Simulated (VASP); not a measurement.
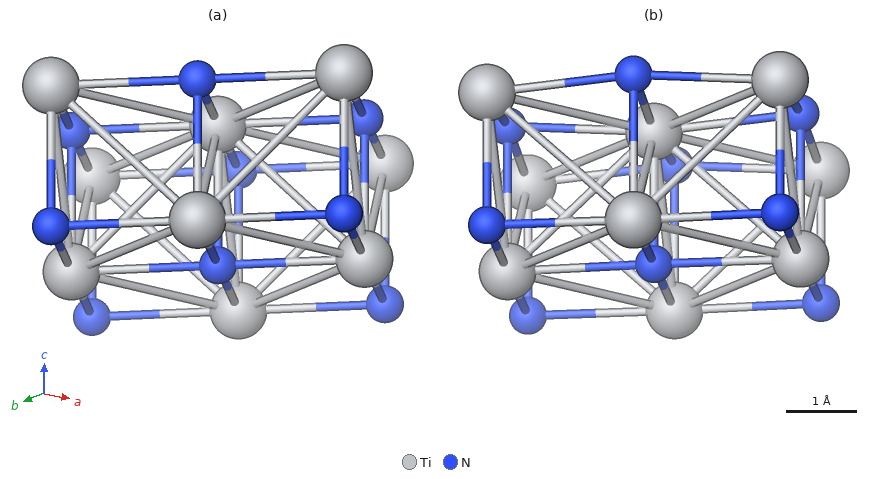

The structure of a slab of composition TiN before (left) and after (right) a relaxation, at one scale.

Style: ball-and-stick. Shown: the atoms within 4.2 Å of the atom that moves most (axes of the 2 × 3 repeat of the cell, outlined in the plane, without the vacuum), from a free direction.

The run lets the atoms move in a fixed cell.

These are results of Kohn-Sham DFT of a periodic cell, PBE, VASP PAW PBE potentials, recommended (VASP), not measurements.

Input
```
SYSTEM = TiN
PREC     = Accurate       ! precision mode
ENCUT    = 520            ! plane-wave cutoff, eV
EDIFF    = 1E-6           ! SCF threshold, eV
ISMEAR   = 1              ! smearing method
SIGMA    = 0.1            ! smearing width, eV
LREAL    = .FALSE.        ! projectors in reciprocal space
LASPH    = .TRUE.         ! aspherical terms in the spheres
NELM     = 80             ! most SCF steps
ALGO     = Normal         ! electronic algorithm
ISIF     = 2              ! what is computed and relaxed
LWAVE    = .FALSE.        ! write WAVECAR
LCHARG   = .FALSE.        ! write CHGCAR
LDIPOL   = .TRUE.       
IDIPOL   = 3            
DIPOL    = 0.5 0.5 0.500
GGA      = PE             ! functional
IBRION   = 2              ! ionic algorithm
NSW      = 80             ! ionic steps
EDIFFG   = -0.02          ! ionic threshold
KPAR     = 4
```

Launched with:
```bash
cat potpaw_PBE.64/Ti_sv/POTCAR potpaw_PBE.64/N/POTCAR > POTCAR
mpirun -np 4 vasp_std > vasp.out
```

Summarise the run.

Answer. After 6 geometry steps the energy has fallen by 0.341 eV per cell of the calculation. Largest force component: 2 eV/Å at the start, 0.02 eV/Å at the end. The largest moves, 0.11 Å, are those of Ti atoms. By element the largest moves are Ti 0.11 Å, N 0.07 Å. The cell stays as it was. Near-neighbour distances that change, for instance: N–Ti 2.124 → 2.000 Å, Ti–Ti 3.004 → 2.929 Å, N–Ti 2.124 → 2.194 Å, N–Ti 2.124 → 2.132 Å.
